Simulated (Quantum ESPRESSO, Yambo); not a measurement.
# GaN (honeycomb monolayer): G0W0 on several meshes in Yambo, part 2 of 2

Wanted: mesh dependence and cost of G0W0 for GaN (honeycomb monolayer).

Quantum ESPRESSO 7.5 and Yambo 5.3.0; PBE and many-body steps on it, plane waves. Known limits of the many-body steps: not at the basis limit; exchange with frozen shells missing; no spin-orbit coupling.

So far. Step 4 (9×9×1): The gap on the mesh goes from 2.17 eV to 3.90 eV, a correction of +1.73 eV. Step 5 (Empty states on the mesh, 6×6×1 mesh, 86 bands): On this mesh the gap is 2.174 eV.

## (7) 6×6×1

This step: G0W0 on PBE, plane waves, norm-conserving pseudopotentials.

The input, gw11.in:

```
HF_and_locXC
gw0
dyson
ppa
em1d
rim_cut
rim_w
RandQpts= 3000000
RandGvec= 100 RL
CUTGeo= "slab z"
RandGvecW= 9 RL
EXXRLvcs= 72 Ry
VXCRLvcs= 288 Ry
Chimod= "HARTREE"
% BndsRnXp
 1 | 86 |
%
NGsBlkXp= 9.5 Ry
% LongDrXp
 1 | 1 | 0 |
%
% GbndRnge
 1 | 86 |
%
DysSolver= "n"
ExtendOut
PPAPntXp= 27.21138 eV
% QPkrange
 7 | 7 | 8 | 11 |
 1 | 1 | 8 | 11 |
%
```

The run is started by

```
$ OMP_NUM_THREADS=1 mpirun -n 4 yambo -F gw11.in -J gw11 -C gw11 > gw11.log
```

Log:

```text
 Yambo, version 5.3.0

 [02] CORE Variables Setup
 =========================

  [... cell, symmetries and grids as in the set-up ...]

  [02.05] Energies & Occupations
  ==============================

  [X] === General ===
  [X] Electronic Temperature                        :  0.000000  0.000000 [eV K]
  [X] Bosonic    Temperature                        :  0.000000  0.000000 [eV K]
  [X] Finite Temperature mode                       : no
  [X] El. density                                   :  0.14382E+24 [cm-3]
  [X] Fermi Level                                   : -2.450355 [eV]

  [X] === Gaps and Widths ===
  [X] Conduction Band Min                           :  2.174319 [eV]
  [X] Valence Band Max                              :  0.000000 [eV]
  [X] Filled Bands                                  :   9
  [X] Empty Bands                                   :   10   86
  [X] Direct Gap                                    :  2.507052 [eV]
  [X] Direct Gap localized at k                     :  1
  [X] Indirect Gap                                  :  2.174319 [eV]
  [X] Indirect Gap between kpts                     :   7   1
  [X] Last valence band width                       :  1.381642 [eV]
  [X] 1st conduction band width                     :  2.911372 [eV]

 [03] Transferred momenta grid and indexing
 ==========================================

 IBZ Q-points                                      :   7
 BZ  Q-points                                      :   36

 K/Q-points units:
 rlu = crystal or reduced units; cc = cartesian coordinates; iku = interal k-units

 Q [1]          [rlu]:  0.000000  0.000000  0.000000
 Q [2]          [rlu]:  0.89999E-17  0.16667       0.0000
 Q [3]          [rlu]:  0.18000E-16  0.33333       0.0000
[...]
RL volume               :  0.293692 [a.u.]
  Integrated volume       :  0.293681 [a.u.]

  [09.03] RIM integrals
  =====================

  Comparison between head Wc = W - v averages: < Wc > [au] RIM-W/RIM

   < -Wc [Q = 1] > 0.209121E-1 0.133519E-4 * < -Wc [Q = 2] > 0.003573 0.003378
   < -Wc [Q = 3] > 0.597636E-3 0.582731E-3 * < -Wc [Q = 4] > 0.190629E-3 0.187774E-3
   < -Wc [Q = 5] > 0.889908E-3 0.863578E-3 * < -Wc [Q = 6] > 0.277460E-3 0.273367E-3
   < -Wc [Q = 7] > 0.129174E-3 0.128178E-3

  Comparison between head Wc = W - v averages: < Wc > [au] RIM-W/RIM

   < -Wc [G = 1,G`=0] > 0.209121E-1 0.133519E-4 * < -Wc [G = 2,G`=0] >-0.001968 0.000000
   < -Wc [G = 3,G`=0] >-0.001968 0.000000 * < -Wc [G = 4,G`=0] > 0.174689E-3  0.00000
   < -Wc [G = 5,G`=0] > 0.174689E-3  0.00000 * < -Wc [G = 6,G`=0] >-0.811806E-4  0.00000
   < -Wc [G = 7,G`=0] >-0.811806E-4  0.00000 * < -Wc [G = 8,G`=0] > 0.572808E-5  0.00000
   < -Wc [G = 9,G`=0] > 0.572808E-5  0.00000

 [10] G0W0 (W PPA)
 =================

 [  GW  ] Bands range     :    1   86
 [GW/PPA] G damping       :  0.100000 [eV]

 QP @ state[ 1 ] K range:  1  1
 QP @ state[ 1 ] b range:   8  11
 QP @ state[ 2 ] K range:   7   7
 QP @ state[ 2 ] b range:   8  11

  Sc/G bands                                       :    1   86
  Sc/G damping                                     :  0.100000 ev
  Sc bands terminator                              : no
  Sx RL components                                 :   8789

  QP @ state[ 1 ] K range                          :  1  1
  QP @ state[ 1 ] b range                          :   8  11
  QP @ state[ 2 ] K range                          :   7   7
  QP @ state[ 2 ] b range                          :   8  11
  GF energies kind                                 : Perdew, Burke & Ernzerhof(X)+Perdew, Burke & Ernzerhof(C)
  GF WF`s kind                                     : Perdew, Burke & Ernzerhof(X)+Perdew, Burke & Ernzerhof(C)
  Xs energies kind                                 : Perdew, Burke & Ernzerhof(X)+Perdew, Burke & Ernzerhof(C)
  Xs WF`s kind                                     : Perdew, Burke & Ernzerhof(X)+Perdew, Burke & Ernzerhof(C)

 [14] Game Over & Game summary
```

The job ended after 2.3 min (4 MPI ranks of Arm Neoverse V1, shared host; peak memory 2.2 GiB; 9.1 min of CPU time).

Numbers from this step:

```
G0W0 gap on the points computed              : 3.944 eV
starting gap on the mesh                     : 2.174 eV
k of the valence top                         : 0.3333, 0.3333, 0
k of the conduction bottom                   : 0, 0, 0
least direct G0W0 gap on the computed points : 3.976 eV
Z at the valence top                         : 0.7733
Z at the conduction bottom                   : 0.8294
```

Against G0W0 in Yambo (9×9×1 mesh, 86 bands, screening to 129.3 eV, Godby-Needs plasmon pole), the gap moves by +0.041 eV.

## (8) Empty states on the mesh, 12×12×1 mesh, 86 bands

This step: Quantum ESPRESSO 7.5; DFT, PBE, plane waves, norm-conserving pseudopotentials.

The input, pw.in:

```
&control
  calculation = 'nscf'
  prefix = 'x'
  outdir = 'o'
  pseudo_dir = 'pseudo'
/
&system
  ibrav = 0
  nat = 2
  ntyp = 2
  ecutwfc = 72.0
  nbnd = 86
  force_symmorphic = .true.
/
&electrons
  conv_thr = 1e-9
  electron_maxstep = 80
  diago_full_acc = .true.
  diago_thr_init = 5e-6
/
ATOMIC_SPECIES
  Ga 69.723 Ga.upf
  N 14.007 N.upf
CELL_PARAMETERS angstrom
  3.2128946041 -0.0000000000 0.0000000000
  -1.6064473020 2.7824483469 0.0000000000
  0.0000000000 0.0000000000 14.0000000000
ATOMIC_POSITIONS crystal
  Ga 0.3333333333 0.6666666667 0.5000398335
  N 0.6666666667 0.3333333333 0.4999601665
K_POINTS automatic
  12 12 1 0 0 0
```

The run is started by

```
$ OMP_NUM_THREADS=1 mpirun -n 4 pw.x -nk 4 -in pw.in > pw.out
```

Log:

```text
[banner, memory and clock lines left out]
Program PWSCF v.7.5 starts

     Atomic positions and unit cell read from directory:
     o/x.save/

     Message from routine setup:
     using ibrav=0 with symmetry is DISCOURAGED, use correct ibrav instead

     G-vector sticks info

     bravais-lattice index     =            0
     lattice parameter (alat)  =       6.0715  a.u.
     unit-cell volume          =     844.5945 (a.u.)^3
     number of atoms/cell      =            2
     number of atomic types    =            2
     number of electrons       =        18.00
[...]
k = 0.0000 0.0962 0.0000 (  8705 PWs)   bands (ev):

[...]
37.0364  37.3040  38.6341  39.5976  39.7826  39.8016

          k = 0.0000 0.1925 0.0000 (  8702 PWs)   bands (ev):

[...]
30.6021  31.1701  31.1702  32.4173  32.6893  33.6026  33.6720  34.7738
    34.7806  34.9068  35.2337  35.3350  35.8645  35.8979  36.6973  37.4441
    37.9840  38.2533  38.6896  39.0444  40.4991  40.8820

          k = 0.0000 0.2887 0.0000 (  8718 PWs)   bands (ev):

     [... further k-points ...]

     highest occupied, lowest unoccupied level (ev):    -2.4504   -0.2760

     XML data file, pseudopotentials, collected wavefunctions
```

Elapsed: 29 s, on 4 MPI ranks; peak memory 0.49 GiB; 1.9 min of CPU time.

This step gave:

| Quantity | Value |
| --- | --- |
| gap | 2.174 eV |
| k of the valence top | 0.3333, 0.3333, 0 |
| k of the conduction bottom | 0, 0, 0 |
| least direct gap | 2.507 eV |
| k points computed | 19 |
| lowest point of the top converged band, above the valence top | 41.31 eV |

On this mesh the gap is 2.174 eV.

## (9) Conversion and set-up

This step: Yambo 5.3.0; conversion and set-up on PBE, plane waves, norm-conserving pseudopotentials.

The run is started by

```
$ (cd o/x.save; p2y > p2y.log; mv SAVE ../..); yambo > setup.log
```

Log:

```text
 Yambo, version 5.3.0

 [02] CORE Variables Setup
 =========================

  [02.01] Unit cells
  ==================

  Cell kind             :  HCP
  Atoms in the cell     :  Ga  N
  number of Ga atoms    :  1
  number of N  atoms    :  1

  List of atomic masses
  Mass of Ga    :  69.72300
  Mass of N     :  14.00700

  List of atomic coordinates    : [cc]
  Ga1       : -0.24058E-09   3.5054       13.229      order 1
  N1       :   3.03575   1.75269  13.22703  order 2

  Alat factors          :   6.07149   5.25807  26.45617 [a.u.]
  Direct lattice volume :  844.5945 [a.u.]
[...]
rlu = crystal or reduced units; cc = cartesian coordinates; iku = interal k-units

 Q [ 1]         [rlu]:  0.000000  0.000000  0.000000
 Q [ 2]         [rlu]:  0.45000E-17  0.83333E-01   0.0000
 Q [ 3]         [rlu]:  0.89999E-17  0.16667       0.0000
[...]
Q [ 8]         [rlu]:  0.083333  0.083333  0.000000
 Q [ 9]         [rlu]:  0.083333  0.166667  0.000000
 Q [10]         [rlu]:  0.083333  0.250000  0.000000
     [... 7 further rows ...]
 Q [18]         [rlu]:  0.250000  0.333333  0.000000
 Q [19]         [rlu]:  0.333333  0.333333  0.000000

  [03.01] X indexes
  =================

   [03.01.01] Sigma indexes
   ========================

 [06] Game Over & Game summary
```

Wall time 3.1 s (1 MPI rank); peak memory 0.26 GiB.

## (10) 12×12×1

This step: G0W0 on PBE, plane waves, norm-conserving pseudopotentials.

gw12.in, as its differences from gw11.in of step 7:

```diff
@@ -28,3 +28,3 @@
 % QPkrange
- 7 | 7 | 8 | 11 |
+ 19 | 19 | 8 | 11 |
  1 | 1 | 8 | 11 |
```

The run is started by

```
$ OMP_NUM_THREADS=1 mpirun -n 4 yambo -F gw12.in -J gw12 -C gw12 > gw12.log
```

Log:

```text
 Yambo, version 5.3.0

 [02] CORE Variables Setup
 =========================

  [... cell, symmetries and grids as in the set-up ...]

  [02.05] Energies & Occupations
  ==============================

  [X] === General ===
  [X] Electronic Temperature                        :  0.000000  0.000000 [eV K]
  [X] Bosonic    Temperature                        :  0.000000  0.000000 [eV K]
  [X] Finite Temperature mode                       : no
  [X] El. density                                   :  0.14382E+24 [cm-3]
[...]
QP @ state[ 1 ] b range                          :   8  11
  QP @ state[ 2 ] K range                          :  19  19
  QP @ state[ 2 ] b range                          :   8  11
  GF energies kind                                 : Perdew, Burke & Ernzerhof(X)+Perdew, Burke & Ernzerhof(C)
  GF WF`s kind                                     : Perdew, Burke & Ernzerhof(X)+Perdew, Burke & Ernzerhof(C)
  Xs energies kind                                 : Perdew, Burke & Ernzerhof(X)+Perdew, Burke & Ernzerhof(C)
  Xs WF`s kind                                     : Perdew, Burke & Ernzerhof(X)+Perdew, Burke & Ernzerhof(C)

 [14] Game Over & Game summary
```

Elapsed: 18 min, on 4 MPI ranks; peak memory 2.4 GiB; 72 min of CPU time.

Numbers from this step:

```yaml
g0w0_gap_on_the_points_computed: 3.887 eV
starting_gap_on_the_mesh: 2.174 eV
k_of_the_valence_top: 0.3333, 0.3333, 0
k_of_the_conduction_bottom: 0, 0, 0
least_direct_g0w0_gap_on_the_computed_points: 3.898 eV
```

Against G0W0 in Yambo (9×9×1 mesh, 86 bands, screening to 129.3 eV, Godby-Needs plasmon pole), the gap moves by −0.017 eV.

## (11) The runs together

Times are wall times on 4 MPI ranks of Arm Neoverse V1, shared host, good to a factor of about two.

| run | mesh | bands | screening cutoff (eV) | DFT gap (eV) | gap on the mesh (eV) | direct (eV) | time |
| --- | --- | --- | --- | --- | --- | --- | --- |
| 9×9×1 | 9×9×1 | 86 | 129.3 | 2.174 | 3.903 | 3.920 | 6.9 min |
| 6×6×1 | 6×6×1 | 86 | 129.3 | 2.174 | 3.944 | 3.976 | 2.3 min |
| 12×12×1 | 12×12×1 | 86 | 129.3 | 2.174 | 3.887 | 3.898 | 18 min |

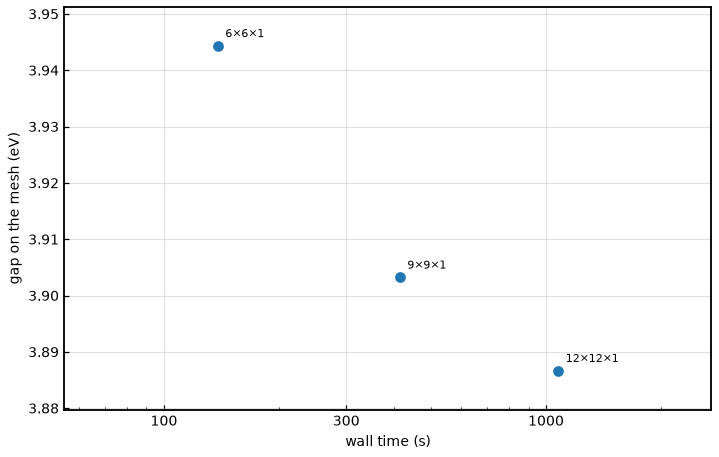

Result against wall time.

## (12) Results

| Item | Value |
| --- | --- |
| 9×9×1 | 3.903 eV |
| 6×6×1 | 3.944 eV |
| 12×12×1 | 3.887 eV |
| known limits | not at the basis limit; exchange with frozen shells missing; no spin-orbit coupling |

In words: 6×6×1: +0.041 eV against 9×9×1. 12×12×1: −0.017 eV against 9×9×1. Bands and cutoff are finite, so the gap is not at the basis limit. The miss can reach some tenths of an eV and take either sign; the mesh is an error of its own. In the G0W0 runs levels were corrected at 2 k points alone, so a gap called «on the mesh» is the least over those, and an edge elsewhere would be missed. The norm-conserving file of at least one element keeps a d shell over frozen s and p shells of the same row. Exchange with those shells is missing from the self-energy, an error of 0.3 to 0.9 eV in cases checked, whose sign depends on which edge lies on those atoms. The many-body steps are scalar-relativistic: spin-orbit coupling is not in them.

[Paths, hosts, dates, memory and timing lines, banners, echoed tables and standing remarks are left out of the program output.]

[Logs are printed without paths, hosts, clocks, repeated set-up lines and the standing remarks that a program may print on its own settings, such as how far it seeks lower states.]

[Runs of the session that timed out or met a known fault of the program may be left out.]

[Hosts, paths, dates, database ids (printed as entryN), source tags and the programs' standing remarks are cut or masked in the printed files.]
